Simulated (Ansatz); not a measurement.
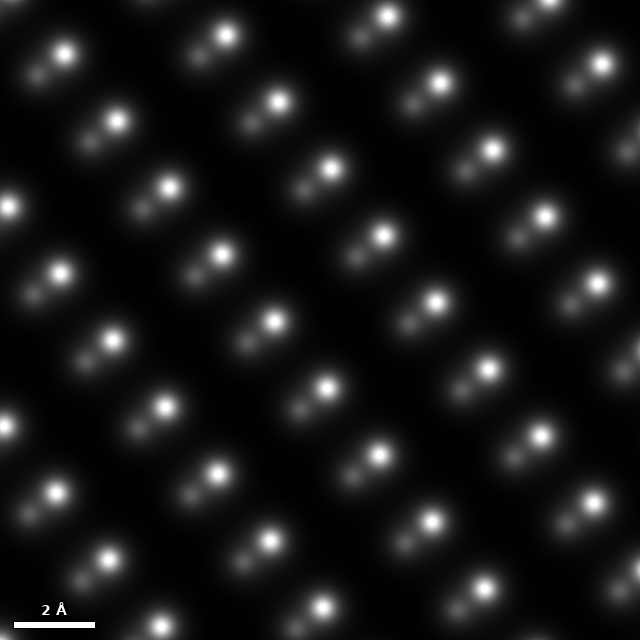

Projected-potential map of a crystal. Computed as the sum of neutral-atom potentials (tabulated electron scattering factors, B = 0.8 Å²) projected along the beam and smoothed by 0.25 Å; brighter is more positive.

Question: What two-dimensional lattice does the image show, and how large is its cell?

Answer: The pattern repeats on a rectangular net of 2.1 × 3.4 Å.

Question: What is the plane group of the image?

Answer: pm: parallel mirror lines, no rotation.

Question: How many columns does the smallest repeating cell hold, and how many levels of brightness?

Answer: 2 columns in the primitive cell of 7.3 Å², with 2 levels of brightness (about 100, 35 % of the brightest, counted from the darkest point).

The crystal is HgS (F-43m, No. 216) seen along [211]. Structure: the end point of a relaxation with DFT PBE, spin-orbit coupling, plane waves, PAW in Ansatz 0.2.0; the starting structure was generated, so it need not be a known form of this composition.
